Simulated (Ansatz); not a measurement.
Band-structure calculation, with input and output: Mo

- system: Mo (1 atom in the cell)
- method: DFT with PBE, PAW plane waves, no spin polarisation (Ansatz 0.2.0)

The structure derives from an entry of the Crystallography Open Database. Figures and captions count atoms from 1; the log counts them from 0 in places.

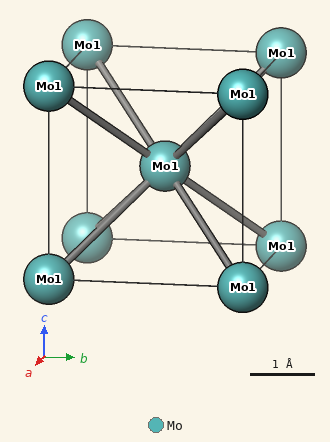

*The input geometry (ball-and-stick view of the cell 2 times as large as that of the calculation, set on its symmetry axes, seen slightly off an axis; atoms are numbered from 1 in the order of the input).*

Near neighbours in the crystal (not all of them lie inside the picture): Mo has 8 Mo at 2.70 Å.

**The input**
```yaml
crystal:
  lattice:
    - [-1.559201, 1.559201, 1.559201]
    - [1.559201, -1.559201, 1.559201]
    - [1.559201, 1.559201, -1.559201]
  atoms:
    - { symbol: Mo, position: [0.0, 0.0, 0.0] }
  symmetry: { tolerance: 0.0003 }
kpoints:
  mp_grid: { grid: [15, 15, 15], shift: [0, 0, 0] }
  band_path:
    path:
      - [0.0, 0.0, 0.0]
      - [0.5, -0.5, 0.5]
      - [0.0, 0.0, 0.5]
      - [0.0, 0.0, 0.0]
      - [0.25, 0.25, 0.25]
      - [0.5, -0.5, 0.5]
      - [0.25, 0.25, 0.25]
      - [0.0, 0.0, 0.5]
    npoints: 8
magnetization:
  spin_polarized: false
scf:
  occupations: { method: fermi_dirac }
  lower_state_search: "off"
  max_iter: 200
hamiltonian:
  pseudopotentials: { kind: paw }
  xc: pbe
basis:
  ecutwfc: 420
  fft_grid_basis: typed
output:
  forces: true
  stress: true
  eigenvalues: true
  bader: true
  populations: true
  elf: true
  write_potential: true
  volumetric_format: npy
  dos:
    e_range: [-12, 8]
    de: 0.05
    projected: { site_lists: { Mo: [Mo] } }
checkpoint:
  read: saved_state
```

Run on 1 thread of an x86-64 CPU, shared host.

**The program's output**
```
Warning: checkpoint.read: basis.xc_grid differs: saved 1, current 2 (points along each axis for each point of the dense box; where the key is left out runs that use forces, runs that use the stress, dielectric runs by a finite field, finite-displacement phonons, runs of phonons.displacement_patterns under a GGA or a meta-GGA, phonons by method: dfpt, dielectric runs by the response, runs on support functions, runs on PAW files under a meta-GGA or a hybrid on one, runs at kind: all_electron or under a hybrid on a GGA, runs under a text's formulas of a gradient, and runs on PAW files that evaluate rPW86 or Becke's exchange or LYP's correlation can take a finer level, which can go by the root key accuracy; a number is taken as typed: the saved number, typed, holds this deck to the state's level, where the deck is accepted there); the SCF iterates at this deck's level from the saved density; a trajectory continued from that state goes on on another energy surface; basis.xc_grid: 1, typed and accepted, keeps it on the saved one
Engine: ansatz 0.2.0, x86_64-unknown-linux-gnu
Pseudopotentials: kind: paw
Pseudopotential: Mo, paw, valence charge 14, recommended cutoff 420 eV (normal), Mo.paw.azcp
Functional definition: PBE
  parameter kappa = 0.804
  parameter beta = 0.06672455060314922
  exchange = pbe_x(kappa = kappa, mu = beta*pi^2/3)
  correlation = pbe_c(beta = beta)
Crystal: 1 atoms, lattice volume = 15.162 Å³
Basis set: ecut = 420 eV, 321 PW (Γ), exchange–correlation on 40×40×40 points (8 copies of the dense FFT grid, shifted against one another)
Bands: 11, of which v1, the nominal top of the filled ones, is band 7 counted from 1 (6 counted from 0)
Symmetry: 48 space group operations
Space group: Im-3m (ITA 229), of the structure as read, at distance tolerance 7.4e-4 Å
k-points: 120 of 3375
Non-local potential: Mo, projectors of the file, l = 0: 3, l = 1: 2, l = 2: 2, l = 3: 1
PAW form: soft (Blöchl's): semilocal exchange-correlation on the pseudo side does not see the compensation charge
PAW one-centre angular grid: Mo, 590 points (default); XC on 64 Gauss nodes
Initial density: read from a saved state, or passed on in memory by an earlier SCF of this step, an earlier step, the calling program or the single point that the run made first
Initial wavefunctions: pseudopotential atomic-orbital guess
Functional: x = pbe(κ = 0.804, μ = 0.2195149727645171), c = pbe(β = 0.06672455060314922)
iter 1 solved again at ethr=2.28e-7 eV; its pass at ethr=3.10e-3 eV (dr2=3.20e-5 eV) is discarded
SCF iter   1: F=—  HF=-4956.007738 eV  |F-HF|=—  |Δ(HF+E_count)|=         —  Δρ=9.52e-4  dr2=3.76e-5  ethr=2.28e-7  ⟨swp⟩=3.0  Hψ=11077  notcnv=0
preconditioner: auto → none  [metal: Δε(μ)=0.035 eV  Ē_g=8.597 eV  σ=0.100 eV  W_gap=0.09  n_scr=0 (ndim 8)  ℏωp=23.4 eV  f_vac=0.000  D(μ)=0.68/eV (n_scr^D=0)]
SCF iter   2: F=—  HF=-4956.007770 eV  |F-HF|=—  |Δ(HF+E_count)|=   3.22e-5  Δρ=4.51e-4  dr2=8.11e-6  ethr=2.28e-7  ⟨swp⟩=1.0  Hψ=1320  notcnv=0
SCF iter   3: F=—  HF=-4956.007782 eV  |F-HF|=—  |Δ(HF+E_count)|=   1.18e-5  Δρ=3.57e-5  dr2=1.35e-7  ethr=5.79e-8  ⟨swp⟩=1.3  Hψ=1552  notcnv=0
SCF iter   4: F=-4956.007782 eV  HF=-4956.007782 eV  |F-HF|=9.04e-9  |Δ(HF+E_count)|=   3.28e-8  Δρ=1.11e-5  dr2=3.46e-9  ethr=7.14e-10  ⟨swp⟩=7.9  Hψ=7522  notcnv=0
SCF 1 converged in 4 iterations: F = -4956.007782 eV  dr2 = 3.46e-9
  greatest PAW one-centre occupation: 0.998 electrons in one spin orbital (limit 2), on the Mo atom at site 0 (counted from 0), in its partial waves of l = 0
```

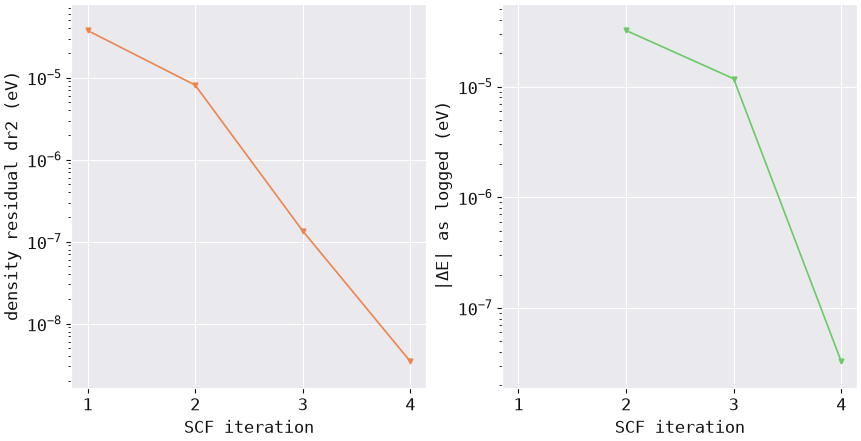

*Convergence of the self-consistent field: density residual dr2 and size of the energy change against the SCF iteration.*

The residual falls at every step.

```
NSCF: frozen V_eff on 57 k-points
SCF converged after 4 iterations
Free energy (F): -4956.007782 eV
Harris-Foulkes:  -4956.007782 eV  (|F-HF|=9.04e-9)
Internal energy: -4955.985540 eV  (E = F + TS)
E sigma→0 (E₀):  -4955.996661 eV
Entropy (-TS):   -0.022241 eV (-22.241 meV/atom)
Fermi energy:    21.826596 eV
--- Per-component energies (eV) ---
  E_band       = -44.697374
  E_kinetic    = 442.486244
  E_local      = -761.842729  (includes V_loc(G=0)·N_el)
  E_nonlocal   = 142.809786
  E_hartree    = 252.905257
  E_xc         = -184.112768
  E_vxc        = -229.854576  (∫ρ·V_xc dr)
  E_paw        = -3201.375132  (= ΣΔE_a)
  E_vpaw       = -144.107362  (= ΣTr[D̂ρ^β])
  E_aug_tail   = 0.000045  (compensation charges beyond the density's cutoff)
  E_ewald      = -1646.856244
  E_smearing   = -0.022241  (= −TS)
  E_closure    = 0.000000  (closes the sum)
  Σ components = -4956.007782   (vs F -4956.007782, Δ=0.00e0)
--- Forces (eV/Å), atoms counted from 1 ---
  atom   1  Mo    -0.00000000     0.00000000     0.00000000
  max |Σ_I F_I| component: 9.45e-32 eV/Å
--- Stress (GPa, compression-positive) ---
       11.719917       0.000000      -0.000000
        0.000000      11.719917       0.000000
        0.000000      -0.000000      11.719917
  P = ⅓ Tr σ = 11.7199 GPa (117.199 kbar)
--- Band table (eV; the first three rows and the last of 120) ---
  k-point 0: bands = ["-39.4259", "-12.6119", "-12.6119", "-12.6119", "14.5390", "20.4394", "20.4394", "20.4394", "23.5770", "23.5770", "36.5954"]
  k-point 1: bands = ["-39.4133", "-12.6835", "-12.6338", "-12.6125", "14.7422", "20.3234", "20.4198", "20.6318", "23.4056", "23.5798", "36.7486"]
  k-point 2: bands = ["-39.3775", "-12.8832", "-12.6954", "-12.6141", "15.3050", "20.0118", "20.3288", "21.1974", "23.0831", "23.5995", "37.0759"]
  k-point 119: bands = ["-38.9228", "-13.6695", "-13.6564", "-13.6564", "16.2432", "16.2809", "25.7095", "25.7095", "25.9261", "30.8780", "31.5710"]
--- Löwdin populations: 1 site ---
  site symbol       q [e]
     0     Mo     13.9252
  spilling = 0.005342 (of n_electrons = 14.000000)
--- Bader charges: 1 site ---
  site symbol  charge [e]  shift [e]
     0     Mo      0.0000     0.0000
  estimated error of the sums over rays = 3.6e-7 e
```

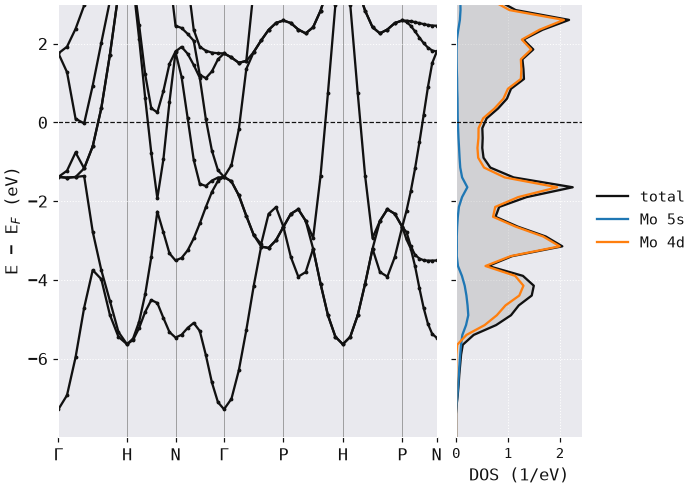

*Band structure along Γ–H–N–Γ–P–H–P–N and density of states (projected on Löwdin-orthogonalised atomic shells), with energies from the Fermi level.*

Bands cross the Fermi level: a metal at this level of theory.

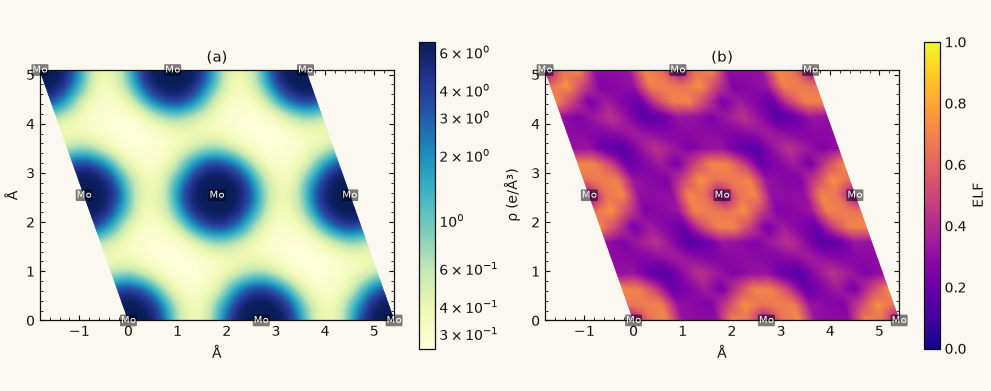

*(a) valence pseudo-density; (b) electron localisation function on the plane of lattice vectors 2 and 3 of the input at fractional height 0.000 along vector 1, 2 × 2 cells, interpolated from points about 0.3 Å apart.*

The plane passes within 0.2 Å of Mo sites. The density in this plane falls to 0.26 e/Å³ at its lowest. The fields are smooth PAW fields, not the true ones close to the nuclei.

**Summary**

| quantity | value |
| --- | --- |
| outcome | converged |
| space group (tolerance 0.01 Å) | Im-3m (229) |
| electrons treated | 14 |
| free energy | −4956.0078 eV |
| Fermi energy | 21.827 eV |
| pressure | 11.72 GPa |
| electronic character | metal |
| largest force (length of the vector) | under 0.001 eV/Å |
| wall time | 13 s |
| peak memory | 0.36 GiB |

**Notes**

The cell is under a pressure of 11.7 GPa at this level, so it is not at its equilibrium volume.
